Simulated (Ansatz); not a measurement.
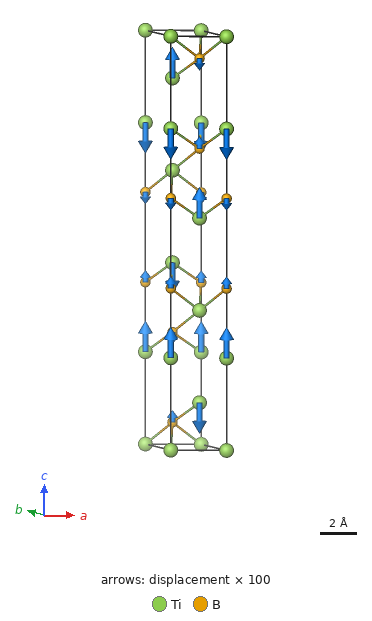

A relaxation of crystalline Ti3B2 (built on the tetradymite_166 type). The starting structure is drawn; blue arrows show the displacements (the part carried along by the change of the cell is left out), magnified 100 times.

Style: ball-and-stick. Shown: the conventional cell (3 times the calculation's cell), from a free direction. Lengths and directions refer to the drawn axes.

Case: tetradymite type (R-3m, No. 166).

These are results of DFT PBE, scalar-relativistic, plane waves, PAW in Ansatz 0.2.0, not measurements.

Input
```yaml
crystal:
  lattice:
    - [1.5736543521, 0.9085497638, 7.8290416118]
    - [-1.5736543521, 0.9085497638, 7.8290416118]
    - [0.0, -1.8170995276, 7.8290416118]
  atoms:
    - { symbol: Ti, position: [0.0, 0.0, 0.0] }
    - { symbol: Ti, position: [0.2230728504, 0.2230728504, 0.2230728504] }
    - { symbol: Ti, position: [0.7769271496, 0.7769271496, 0.7769271496] }
    - { symbol: B, position: [0.3910957447, 0.3910957447, 0.3910957447] }
    - { symbol: B, position: [0.6089042553, 0.6089042553, 0.6089042553] }
basis:
  ecutwfc: 420
kpoints:
  mp_grid: { grid: [12, 12, 12] }
hamiltonian:
  xc: pbe
scf:
  occupations: { method: gaussian, width: 0.1 }
output:
  forces: true
  stress: true
  eigenvalues: true
relax:
  adjacent_minimum: "off"
  f_tol: 0.01
  max_steps: 80
  cell: { stress_tol: 0.05 }
```

Run as
```bash
ansatz run input.yaml --threads 1 --pin off --max-ram 2560MiB --backend cpu --events-out ev --progress --plain --runs-dir out
```

Q: Which element moves most?

A: Titanium: up to 0.018 Å, against 0.007 Å for boron.

Q: Describe the change and its energy.

A: The largest moves relative to the cell, 0.018 Å, are those of Ti2 and Ti3. Ti2 goes along +c. Largest moves by element: Ti 0.018 Å, B 0.007 Å. Cell: a = b 3.147 → 3.166 Å (+0.6 %), c 23.487 → 23.356 Å (−0.6 %). Volume +0.6 %. Near-neighbour distances that change, for instance: Ti1–Ti2 3.164 → 3.144 Å, Ti1–Ti1 3.147 → 3.166 Å, Ti2–B5 2.196 → 2.187 Å, Ti1–B4 2.268 → 2.276 Å. The space group stays R-3m (No. 166). After 3 accepted moves (4 points after the start) the energy has fallen by 5.2 meV per cell of the calculation. Largest force component: 0.11 eV/Å at the start, 0.0023 eV/Å at the end. The pressure goes from 0.16 to −0.01 GPa. At 1 point the geometry stayed and the basis and grid were re-selected for the new cell (energy shift of 0.2 meV per cell of the calculation at most each time).
